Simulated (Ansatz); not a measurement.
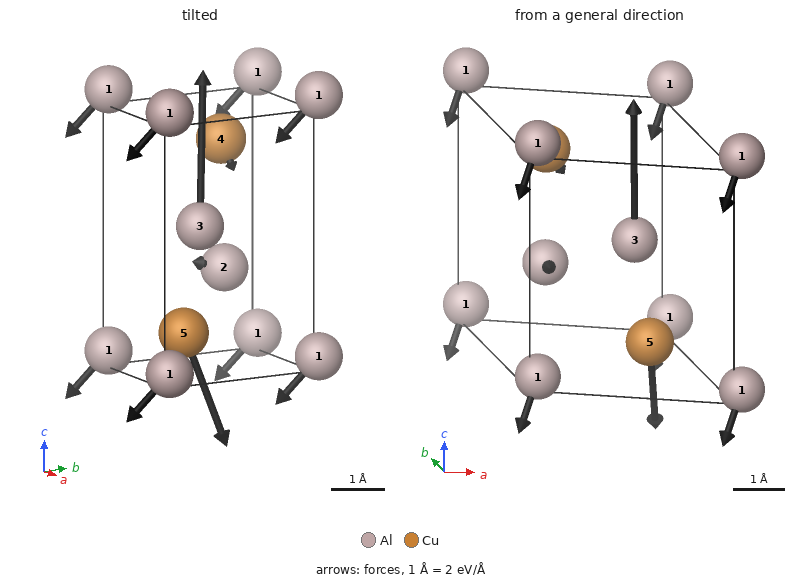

This spheres-only model is shown slightly off an axis and from a general direction. Atoms at the boundary of the simulation cell (the box) are drawn once for each face, edge or corner they touch. The arrows are the computed forces on the atoms.

System: Al$_{3}$Cu$_{2}$. All computed values are from Ansatz 0.2.0, DFT PBEsol, scalar-relativistic, plane waves, PAW. Settings: a 420 eV plane-wave basis, a 12×12×10 grid in reciprocal space, Gaussian smearing of 0.15 eV, no spin polarisation.

Is the structure at a minimum of the energy?

Answer. No. The atoms still feel forces of up to about 5.1 eV/Å, far above a usual threshold of 0.01 to 0.03 eV/Å.

Name the atom under the greatest force.

Answer. Al3, about 5.1 eV/Å.

Starting structure: a structure listed in the Materials Project. The cell was then strained or its atoms displaced on purpose. It was run through Ansatz as a DFT input.
